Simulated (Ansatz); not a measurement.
## RbBr: an electron-density study

Space group Pm-3m. The cell comes from a database of computed structures, not from a measurement.

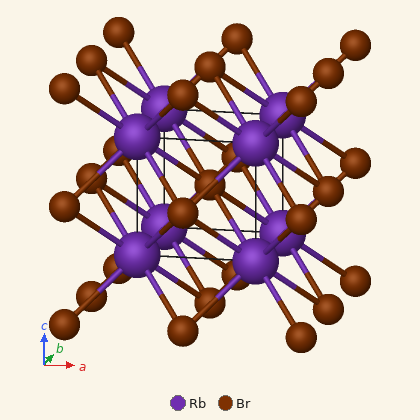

The conventional cell.

Input file:

```
crystal:
  lattice:
    - [4.1260773, 0.0, 0.0]
    - [0.0, 4.1260773, 0.0]
    - [0.0, 0.0, 4.1260773]
  atoms:
    - { symbol: Rb, position: [0.0, 0.0, 0.0] }
    - { symbol: Br, position: [0.5, 0.5, 0.5] }
basis:
  ecutwfc: 420
  fft_grid_basis: typed
kpoints:
  mp_grid: { grid: [8, 8, 8] }
hamiltonian:
  xc: lda
  pseudopotentials: { kind: paw }
scf:
  occupations: { method: gaussian, width: 0.05 }
output:
  forces: true
  stress: true
  eigenvalues: true
  bader: true
  write_density: true
  volumetric_format: npy
  elf: true
```

Run with:

```sh
ansatz run input.yaml --threads 1 --pin off --max-ram 2560MiB --backend cpu --events-out ev --progress --plain --runs-dir out
```

The picture shows the conventional cell (a = 4.13 Å, b = 4.13 Å, c = 4.13 Å, α = 90.00°, β = 90.00°, γ = 90.00°).

Theory: Ansatz 0.2.0, DFT LDA, scalar-relativistic, plane waves, PAW.

Core electrons are frozen (PAW), so the maps are meaningful between the atoms, not at the nuclei.

### 1. Bonding charge

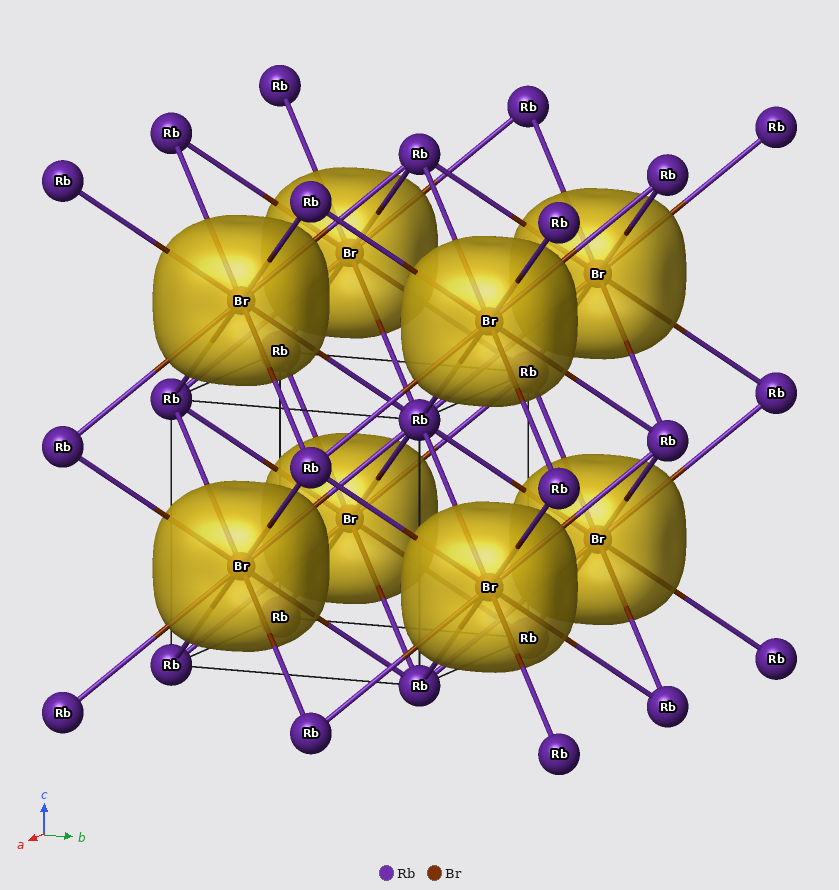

Deformation density (self-consistent density less superposed neutral spherical atoms): yellow surfaces at +0.015, none at −0.015 e/Å³, in the conventional cell, repeated, seen slightly off an axis (the regions close to the nuclei are left out). Cores are masked to 1.0 Å (Rb) and 0.8 Å (Br).

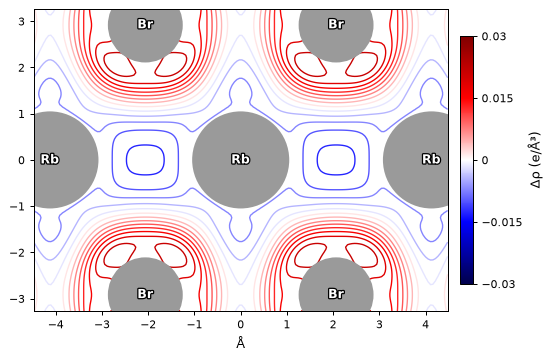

Also shown: a map on the (110) plane of the conventional cell, with grey discs over the atomic cores.

Q: Read the map: where is density gained and where lost?

A: Br–Rb (3.57 Å): Δρ is about zero at the midpoint, so little or no bond charge builds up halfway.
Over the whole cell, outside the masked cores, the largest gain, 0.02 e/Å³, lies 1.1 Å from a bromine nucleus, and the largest loss, 0.014 e/Å³, lies 2.1 Å from a rubidium nucleus.
In all about 0.15 e an atom is rearranged against the free atoms.
Bader charges: Rb +0.80 and Br −0.80 e.

### 2. One group of states

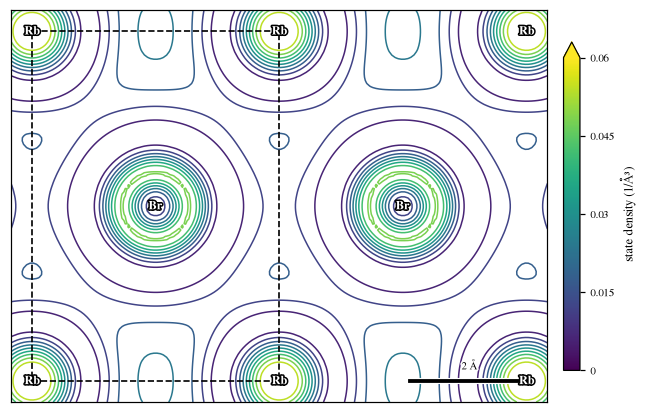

Density of the Kohn–Sham states from +3.7 to +4.3 eV about the valence-band maximum (the bottom of the conduction band), scaled to one electron a cell: a map on the (101) plane of the conventional cell.

Q: Which atoms and orbitals make up these states?

A: Projected on a minimal set of atomic orbitals (Löwdin), they are Rb 5s (75 %) and Br 4s (20 %). In space (atomic cells sized by Bader volumes) the density divides as Br about 55 % and Rb about 45 %. The two measures disagree here: the projection uses a minimal set of atomic orbitals, while the spatial cells share out diffuse density by volume.

### 3. Change of volume

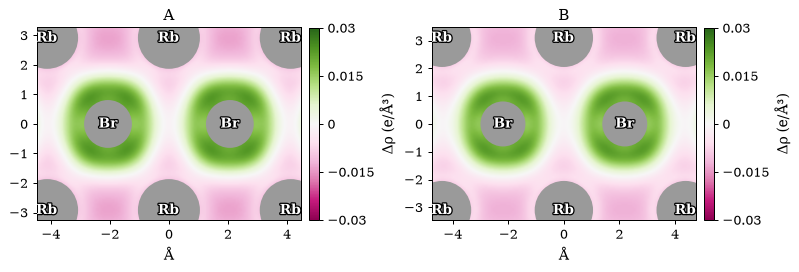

RbBr: deformation density on the (101) plane of the conventional cell at two volumes, with the same fractional coordinates and one colour scale. Grey discs cover the cores.

Q: Which panel is the larger cell, by how much, and what changes?

A: B is the larger cell: B has 120 % of the volume of A.
From A to B, Br–Rb goes from 3.57 to 3.80 Å, and Δρ at its midpoint stays at about zero.
The pressure is −2.0 GPa in A and −3.2 GPa in B.
Bader charges in A: Rb +0.80 and Br −0.80 e; in B: Rb +0.83 and Br −0.83 e.
The rearranged charge is 0.15 e an atom in A and 0.17 e in B.

### 4. Putting it together

Charge passes from Rb (Pauling electronegativity 0.82) to Br (2.96), the direction that the scale predicts; the Bader charges fall short of whole formal charges, as they usually do. The two pressures give a mean stiffness −ΔP/Δln V of about 6.5 GPa over this range, with the atoms held at their fractional positions.

Run times: 9.3 s (base cell), 2.4 s (state densities) and 9.9 s (scaled cell), on 1 thread of Arm Neoverse V1 (shared host).
